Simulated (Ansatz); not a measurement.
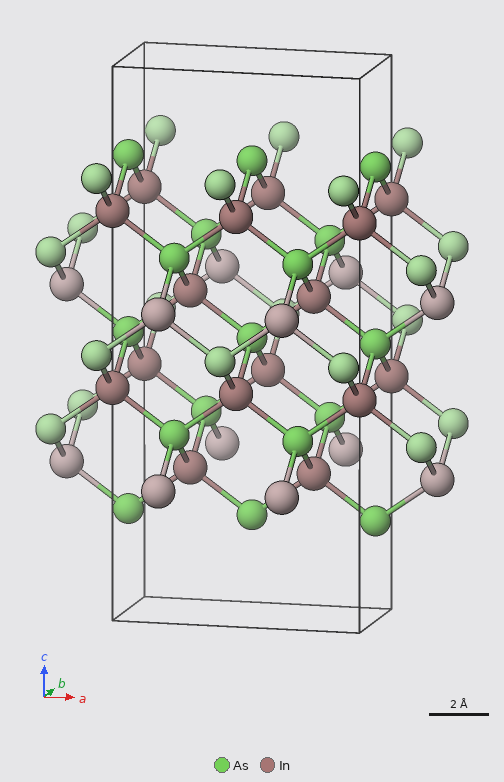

**Figure 1.** The starting structure (ball-and-stick view of the 2 × 1 repeat of the cell, with the vacuum cut short, seen slightly off an axis; neighbours outside the cell are drawn fainter). An atom can appear more than once, as a periodic image.

# Run report: In4As5, geometry relaxation (part 1 of 2)

In4As5 (slab, 9 atoms in the cell), computed with DFT PBE, scalar-relativistic, plane waves, PAW, no spin polarisation (Ansatz 0.2.0).

The structure derives from an entry of the Crystallography Open Database. It belongs to a series of runs on one base structure; here: (1 0 0) slab, atoms relaxed.

The program's output
```
Engine: ansatz 0.2.0, aarch64-unknown-linux-gnu
Pseudopotentials: kind: paw
Pseudopotential: As, paw, valence charge 15, recommended cutoff 420 eV (normal), As.paw.azcp
Pseudopotential: In, paw, valence charge 13, recommended cutoff 420 eV (normal), In.paw.azcp
Functional definition: PBE
  parameter kappa = 0.804
  parameter beta = 0.06672455060314922
  exchange = pbe_x(kappa = kappa, mu = beta*pi^2/3)
  correlation = pbe_c(beta = beta)
Crystal: 9 atoms, lattice volume = 523.874 Å³
Basis set: ecut = 420 eV, 10307 PW (Γ), exchange–correlation on 60×60×384 points (8 copies of the dense FFT grid, shifted against one another)
Bands: 77, of which v1, the nominal top of the filled ones, is band 64 counted from 1 (63 counted from 0)
Symmetry: 4 space group operations
k-points: 25 of 64
Non-local potential: As, projectors of the file, l = 0: 2, l = 1: 2, l = 2: 3, l = 3: 1
Non-local potential: In, projectors of the file, l = 0: 2, l = 1: 2, l = 2: 2, l = 3: 2
PAW form: soft (Blöchl's): semilocal exchange-correlation on the pseudo side does not see the compensation charge
PAW one-centre angular grid: As, 590 points (default); XC on 64 Gauss nodes
PAW one-centre angular grid: In, 590 points (default); XC on 64 Gauss nodes
Initial density: superposition of atomic densities (neutral atoms: chi_scale 0, normalization atom), corrected by the library's trained network
Initial wavefunctions: pseudopotential atomic-orbital guess
Functional: x = pbe(κ = 0.804, μ = 0.2195149727645171), c = pbe(β = 0.06672455060314922)
SCF iter   1: F=—  HF=-46670.748539 eV  |F-HF|=—  |Δ(HF+E_count)|=         —  Δρ=2.54e-3  dr2=1.16e-1  ethr=1.77e-3  p=0.000 e·Å  D=3.29e-14 V/Å  ΔV_dip=-0.00 eV  dr2_dipole=1.27e-7  V_vac-E_F(+/−)=5.77/5.78 eV  ⟨swp⟩=6.7  Hψ=7672  notcnv=0  defer=38
efield: sawtooth ramp at fractional position 0.9800 (placed from the atoms, in the widest stretch of the axis that holds none; the zero of the levels goes with the place), width 0.0400; the density the first Hamiltonian is built on has a dipole p = 0.000 e·Å; the dipole correction subtracts the counter field D = 3.29e-14 V/Å, which shifts the + side's vacuum level by -0.00 eV against the − side's; the planar-averaged density in the ramp window peaks in size at 6.8e-6 e/Å³
preconditioner: auto → LDOS  [metal: Δε(μ)=0.021 eV  Ē_g=13.013 eV  σ=0.100 eV  W_gap=0.12  n_scr=98 (ndim 8)  ℏωp=14.2 eV  f_vac=0.465  D(μ)=5.33/eV (n_scr^D=10)  β→1.0]
SCF iter   2: F=—  HF=-46670.720404 eV  |F-HF|=—  |Δ(HF+E_count)|=   2.81e-2  Δρ=1.16e-3  dr2=9.26e-3  ethr=9.12e-5  p=-0.000 e·Å  D=-2.32e-5 V/Å  ΔV_dip=0.00 eV  dr2_dipole=3.50e-6  V_vac-E_F(+/−)=5.73/5.73 eV  ⟨swp⟩=2.2  Hψ=3065  notcnv=0  defer=155
SCF iter   3: F=—  HF=-46670.721263 eV  |F-HF|=—  |Δ(HF+E_count)|=   8.59e-4  Δρ=3.66e-4  dr2=1.41e-3  ethr=7.29e-6  p=-0.000 e·Å  D=-6.62e-6 V/Å  ΔV_dip=0.00 eV  dr2_dipole=4.53e-7  V_vac-E_F(+/−)=5.73/5.73 eV  ⟨swp⟩=2.0  Hψ=2775  notcnv=0  defer=155
SCF iter   4: F=—  HF=-46670.721067 eV  |F-HF|=—  |Δ(HF+E_count)|=   1.95e-4  Δρ=1.06e-4  dr2=1.30e-4  ethr=1.11e-6  p=-0.000 e·Å  D=-2.06e-6 V/Å  ΔV_dip=0.00 eV  dr2_dipole=5.29e-8  V_vac-E_F(+/−)=5.73/5.73 eV  ⟨swp⟩=2.6  Hψ=3267  notcnv=0  defer=155
iter 5 did not close the SCF: its close was put off for the readings that it lacked (scf_convergence_deferred on its scf_iter line)
SCF iter   5: F=-46670.721063 eV  HF=-46670.721060 eV  |F-HF|=2.88e-6  |Δ(HF+E_count)|=   7.39e-6  Δρ=2.92e-5  dr2=7.24e-6  ethr=1.02e-7  p=0.000 e·Å  D=7.03e-7 V/Å  ΔV_dip=-0.00 eV  dr2_dipole=2.05e-8  V_vac-E_F(+/−)=5.73/5.73 eV  ⟨swp⟩=2.0  Hψ=2486  notcnv=0  defer=155
SCF iter   6: F=-46670.721065 eV  HF=-46670.721065 eV  |F-HF|=4.30e-7  |Δ(HF+E_count)|=   4.69e-6  Δρ=1.03e-5  dr2=9.84e-7  ethr=5.70e-9  p=0.000 e·Å  D=1.34e-6 V/Å  ΔV_dip=-0.00 eV  dr2_dipole=3.61e-9  V_vac-E_F(+/−)=5.73/5.73 eV  ⟨swp⟩=17.4  Hψ=16755  notcnv=0
SCF 1 converged in 6 iterations: F = -46670.721065 eV  dr2 = 9.84e-7
  greatest PAW one-centre occupation: 0.999 electrons in one spin orbital (limit 2), on the As atom at site 0 (counted from 0), in its partial waves of l = 2
relax step   1: F+E_penalty+E_count = -46670.72106511 eV  Δ(F+E_penalty+E_count) = +0.000e0 eV  max|allowed force component| = 2.723e-1 eV/Å  Δτ_max = 0.0000 Å  (6 SCF iters, dr2 threshold 1.00e-5 eV, accepted)
Initial density: handed on by an earlier stage of this run
Initial wavefunctions: those handed on with the density
iter 1 solved again at ethr=9.15e-6 eV; its pass at ethr=3.10e-3 eV (dr2=1.16e-2 eV) is discarded
SCF iter   1: F=—  HF=-46670.731609 eV  |F-HF|=—  |Δ(HF+E_count)|=         —  Δρ=1.69e-3  dr2=1.12e-2  ethr=9.15e-6  p=0.000 e·Å  D=1.34e-6 V/Å  ΔV_dip=-0.00 eV  dr2_dipole=4.08e-9  V_vac-E_F(+/−)=5.75/5.75 eV  ⟨swp⟩=2.1  Hψ=6050  notcnv=0  defer=159
efield: sawtooth ramp at fractional position 0.9800 (handed on by an earlier solve), width 0.0400; the density the first Hamiltonian is built on has a dipole p = 0.000 e·Å; the dipole correction subtracts the counter field D = 1.34e-6 V/Å, which shifts the + side's vacuum level by -0.00 eV against the − side's; the planar-averaged density in the ramp window peaks in size at 1.3e-7 e/Å³
preconditioner: auto → LDOS  [metal: Δε(μ)=0.079 eV  Ē_g=12.966 eV  σ=0.100 eV  W_gap=0.37  n_scr=98 (ndim 8)  ℏωp=14.2 eV  f_vac=0.460  D(μ)=6.75/eV (n_scr^D=32)  β→1.0]
SCF iter   2: F=—  HF=-46670.730121 eV  |F-HF|=—  |Δ(HF+E_count)|=   1.49e-3  Δρ=5.32e-4  dr2=1.51e-3  ethr=8.83e-6  p=-0.000 e·Å  D=-3.27e-6 V/Å  ΔV_dip=0.00 eV  dr2_dipole=1.44e-7  V_vac-E_F(+/−)=5.72/5.72 eV  ⟨swp⟩=2.0  Hψ=2482  notcnv=0  defer=159
SCF iter   3: F=—  HF=-46670.729902 eV  |F-HF|=—  |Δ(HF+E_count)|=   2.19e-4  Δρ=2.76e-4  dr2=5.53e-4  ethr=1.19e-6  p=-0.000 e·Å  D=-2.35e-7 V/Å  ΔV_dip=0.00 eV  dr2_dipole=1.30e-9  V_vac-E_F(+/−)=5.72/5.72 eV  ⟨swp⟩=2.0  Hψ=2721  notcnv=0  defer=159
SCF iter   4: F=—  HF=-46670.729763 eV  |F-HF|=—  |Δ(HF+E_count)|=   1.40e-4  Δρ=8.89e-5  dr2=5.81e-5  ethr=4.35e-7  p=0.000 e·Å  D=6.72e-7 V/Å  ΔV_dip=-0.00 eV  dr2_dipole=2.39e-10  V_vac-E_F(+/−)=5.72/5.72 eV  ⟨swp⟩=2.0  Hψ=2421  notcnv=0  defer=159
SCF iter   5: F=—  HF=-46670.729758 eV  |F-HF|=—  |Δ(HF+E_count)|=   4.17e-6  Δρ=3.28e-5  dr2=1.10e-5  ethr=4.57e-8  p=0.000 e·Å  D=1.43e-7 V/Å  ΔV_dip=-0.00 eV  dr2_dipole=2.59e-9  V_vac-E_F(+/−)=5.71/5.71 eV  ⟨swp⟩=2.0  Hψ=2482  notcnv=0  defer=159
SCF iter   6: F=-46670.729756 eV  HF=-46670.729757 eV  |F-HF|=1.23e-6  |Δ(HF+E_count)|=   1.41e-6  Δρ=7.25e-6  dr2=1.45e-6  ethr=3.65e-9  p=0.000 e·Å  D=2.14e-7 V/Å  ΔV_dip=-0.00 eV  dr2_dipole=1.39e-10  V_vac-E_F(+/−)=5.71/5.71 eV  ⟨swp⟩=18.3  Hψ=18662  notcnv=0
SCF 2 converged in 6 iterations: F = -46670.729756 eV  dr2 = 1.45e-6
relax step   2: F+E_penalty+E_count = -46670.72975575 eV  Δ(F+E_penalty+E_count) = -8.691e-3 eV  max|allowed force component| = 1.688e-1 eV/Å  Δτ_max = 0.0657 Å  (6 SCF iters, dr2 threshold 4.63e-6 eV, accepted)
SCF iter   1: F=—  HF=-46670.735306 eV  |F-HF|=—  |Δ(HF+E_count)|=         —  Δρ=8.51e-4  dr2=2.53e-3  ethr=2.51e-5  p=0.000 e·Å  D=2.14e-7 V/Å  ΔV_dip=-0.00 eV  dr2_dipole=5.79e-11  V_vac-E_F(+/−)=5.70/5.70 eV  ⟨swp⟩=3.0  Hψ=3744  notcnv=0  defer=155
efield: sawtooth ramp at fractional position 0.9800 (handed on by an earlier solve), width 0.0400; the density the first Hamiltonian is built on has a dipole p = 0.000 e·Å; the dipole correction subtracts the counter field D = 2.14e-7 V/Å, which shifts the + side's vacuum level by -0.00 eV against the − side's; the planar-averaged density in the ramp window peaks in size at 8.4e-8 e/Å³
preconditioner: auto → LDOS  [metal: Δε(μ)=0.006 eV  Ē_g=12.980 eV  σ=0.100 eV  W_gap=0.03  n_scr=98 (ndim 8)  ℏωp=14.2 eV  f_vac=0.462  D(μ)=6.80/eV (n_scr^D=32)  β→1.0]
SCF iter   2: F=—  HF=-46670.735119 eV  |F-HF|=—  |Δ(HF+E_count)|=   1.87e-4  Δρ=2.34e-4  dr2=3.23e-4  ethr=1.99e-6  p=-0.000 e·Å  D=-1.52e-6 V/Å  ΔV_dip=0.00 eV  dr2_dipole=3.32e-10  V_vac-E_F(+/−)=5.71/5.71 eV  ⟨swp⟩=2.0  Hψ=2937  notcnv=0  defer=155
SCF iter   3: F=—  HF=-46670.735134 eV  |F-HF|=—  |Δ(HF+E_count)|=   1.53e-5  Δρ=1.27e-4  dr2=1.04e-4  ethr=2.55e-7  p=-0.000 e·Å  D=-9.04e-7 V/Å  ΔV_dip=0.00 eV  dr2_dipole=1.05e-9  V_vac-E_F(+/−)=5.71/5.71 eV  ⟨swp⟩=2.2  Hψ=2958  notcnv=0  defer=155
SCF iter   4: F=—  HF=-46670.735108 eV  |F-HF|=—  |Δ(HF+E_count)|=   2.61e-5  Δρ=3.87e-5  dr2=7.35e-6  ethr=8.18e-8  p=-0.000 e·Å  D=-6.33e-7 V/Å  ΔV_dip=0.00 eV  dr2_dipole=1.72e-10  V_vac-E_F(+/−)=5.71/5.71 eV  ⟨swp⟩=2.0  Hψ=2458  notcnv=0  defer=155
SCF iter   5: F=-46670.735109 eV  HF=-46670.735110 eV  |F-HF|=5.68e-7  |Δ(HF+E_count)|=   1.30e-6  Δρ=1.31e-5  dr2=1.09e-6  ethr=1.40e-9  p=-0.000 e·Å  D=-3.07e-7 V/Å  ΔV_dip=0.00 eV  dr2_dipole=5.17e-11  V_vac-E_F(+/−)=5.71/5.71 eV  ⟨swp⟩=18.2  Hψ=18763  notcnv=0
SCF 3 converged in 5 iterations: F = -46670.735109 eV  dr2 = 1.09e-6
relax step   3: F+E_penalty+E_count = -46670.73510900 eV  Δ(F+E_penalty+E_count) = -5.353e-3 eV  max|allowed force component| = 1.376e-2 eV/Å  Δτ_max = 0.0299 Å  (5 SCF iters, dr2 threshold 1.78e-6 eV, accepted)
iter 1 solved again at ethr=8.54e-10 eV; its pass at ethr=3.10e-3 eV (dr2=1.08e-6 eV) is discarded
SCF iter   1: F=—  HF=-46670.735077 eV  |F-HF|=—  |Δ(HF+E_count)|=         —  Δρ=1.31e-5  dr2=1.08e-6  ethr=8.54e-10  p=-0.000 e·Å  D=-3.07e-7 V/Å  ΔV_dip=0.00 eV  dr2_dipole=5.41e-11  V_vac-E_F(+/−)=5.71/5.71 eV  ⟨swp⟩=1.0  Hψ=4650  notcnv=0
efield: sawtooth ramp at fractional position 0.9800 (handed on by an earlier solve), width 0.0400; the density the first Hamiltonian is built on has a dipole p = -0.000 e·Å; the dipole correction subtracts the counter field D = -3.07e-7 V/Å, which shifts the + side's vacuum level by +0.00 eV against the − side's; the planar-averaged density in the ramp window peaks in size at 7.3e-8 e/Å³
preconditioner: auto → LDOS  [metal: Δε(μ)=0.082 eV  Ē_g=12.978 eV  σ=0.100 eV  W_gap=0.38  n_scr=98 (ndim 8)  ℏωp=14.2 eV  f_vac=0.462  D(μ)=6.78/eV (n_scr^D=32)  β→1.0]
SCF iter   2: F=—  HF=-46670.735110 eV  |F-HF|=—  |Δ(HF+E_count)|=   3.32e-5  Δρ=1.08e-5  dr2=7.53e-7  ethr=8.54e-10  p=-0.000 e·Å  D=-2.17e-7 V/Å  ΔV_dip=0.00 eV  dr2_dipole=6.43e-11  V_vac-E_F(+/−)=5.71/5.71 eV  ⟨swp⟩=2.1  Hψ=3090  notcnv=0
SCF iter   3: F=-46670.735110 eV  HF=-46670.735110 eV  |F-HF|=1.86e-9  |Δ(HF+E_count)|=   2.41e-7  Δρ=2.20e-6  dr2=6.95e-8  ethr=7.87e-11  p=-0.000 e·Å  D=-1.75e-7 V/Å  ΔV_dip=0.00 eV  dr2_dipole=2.25e-11  V_vac-E_F(+/−)=5.71/5.71 eV  ⟨swp⟩=8.7  Hψ=13395  notcnv=0
SCF 4 converged in 3 iterations: F = -46670.735110 eV  dr2 = 6.95e-8
  greatest PAW one-centre occupation: 0.999 electrons in one spin orbital (limit 2), on the As atom at site 8 (counted from 0), in its partial waves of l = 2
relax step   4: F+E_penalty+E_count = -46670.73510955 eV  Δ(F+E_penalty+E_count) = -5.540e-7 eV  max|allowed force component| = 1.394e-2 eV/Å  Δτ_max = 0.0000 Å  (3 SCF iters, accepted)
```

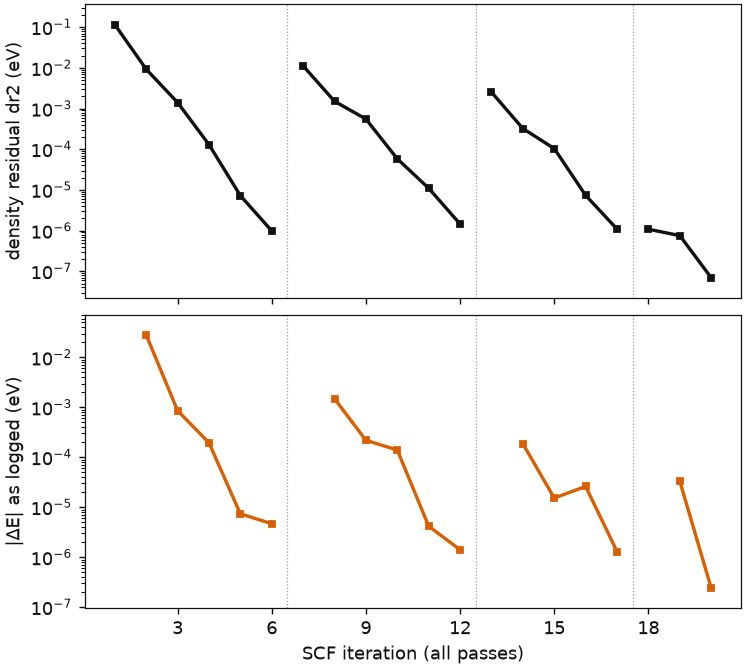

**Figure 2.** Convergence of the self-consistent field: density residual dr2 and size of the energy change against the SCF iteration. The dotted lines part the SCF passes of the relaxation: geometry steps, rejected trials and re-solves on a re-selected basis. The passes take 6, 6, 5 and 3 iterations.

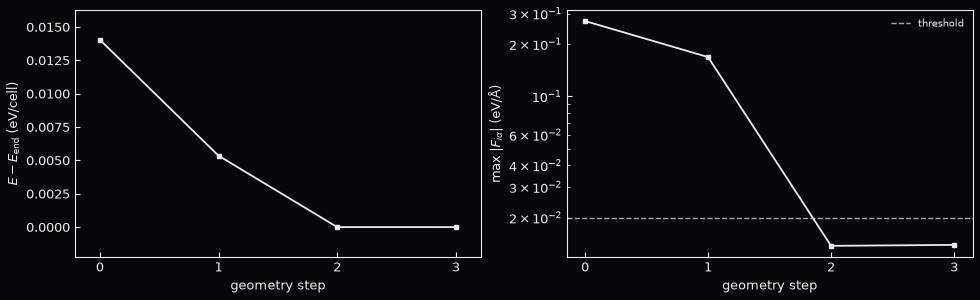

**Figure 3.** Progress of the relaxation, step by step (the first geometry is step 0 here and step 1 in the log).

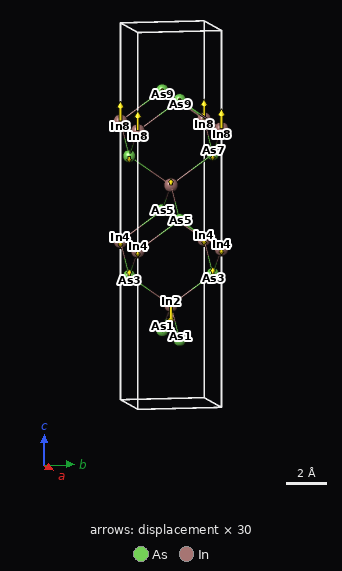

**Figure 4.** The starting structure with the displacements as yellow arrows, magnified 30 times (ball-and-stick view of the cell of the calculation, with the vacuum cut short, seen slightly off an axis). After 3 geometry steps the energy has fallen by 14.0 meV per cell of the calculation. Largest force component: 0.27 eV/Å at the start, 0.014 eV/Å at the end. The largest moves, 0.036 Å, are those of In2 and In8. Largest moves by element: In 0.036 Å, As 0.013 Å. The lattice vectors keep their values. Among the contacts that change: As7–In8 2.679 → 2.707 Å, As1–In2 2.679 → 2.661 Å, As5–In6 2.679 → 2.686 Å. (Atoms are counted from 1 in the order of the input.)

```
WARN: The output density's exchange-correlation potential varies sharply where the density is thin. Do not read a vacuum level from v_tot or v_xc, or from such a field of the output density. On a cell that repeats whose density bears no net charge and no dipole along the vacuum's axis use v_es (v_loc + v_h of the components); under efield.dipole_correction with no amplitude use v_es + v_field, which holds any external_charges[].barrier, or the levels of the report's work_function block, which leave it out; under a non-zero efield.amplitude the vacuum is tilted and has no level; on a cell that repeats and bears such a dipole with no correction it is tilted too, and efield.dipole_correction with no amplitude gives each side of its ramp a level where efield: is served; in a cell that repeats whose density bears a net charge (total_charge, or a fill off its count) it is curved and has none; of a slab under crystal.periodic whose density bears no net charge use v_es, which has a level on each side, short of where the two are joined; of another it falls or rises all the way out and has none; of a slab beside external_charges read slab_vacuum_level instead, which it has where they leave it neutral. The grid or the basis barely resolves most such structure, and the values can differ between equally converged runs; as a rule a tighter scf.convergence.dr2_threshold does not remove it. Where the density itself ripples (under the LDA too) a higher basis.ecutwfc lessens it. The files hold the spikes' plane waves up to the density's cutoff. Files: v_tot_of_output_density and the like, and their columns of v_z.tsv (output.write_potential); v_xc_of_output_density and the like, and their columns of v_comp_z.tsv (output.write_potential_components). Measured: with its Gaussian average of σ = 0.25 Å subtracted twice, the exchange-correlation potential is over 0.1 eV at 18 of the grid points where the equally averaged density (valence and model cores) is under 1e-3 e/Å³, and 0.200 eV at the most among them, at an averaged density of 1.0e-3 e/Å³. The input density's (outcome.potential() and, of a run that writes arrays, v_tot and v_xc) is over 0.1 eV, so measured, at 48 points of its own thin density, 0.202 eV at the most. See output.write_potential in the manual, Limitations
SCF converged after 3 iterations
Free energy (F): -46670.735110 eV
Harris-Foulkes:  -46670.735110 eV  (|F-HF|=1.86e-9)
Internal energy: -46670.701203 eV  (E = F + TS)
E sigma→0 (E₀):  -46670.718156 eV
Entropy (-TS):   -0.033907 eV (-3.767 meV/atom)
Fermi energy:    0.518389 eV
Dipole field:    D = 0.000004 V/Å  (p = 0.000011 e·Å, saw-weighted, corrected)
Work function:   Φ+ = 5.7129 eV   Φ− = 5.7130 eV
Levels:          The Fermi level and band energies are counted from a zero that moves with the ramp; work functions are not
```
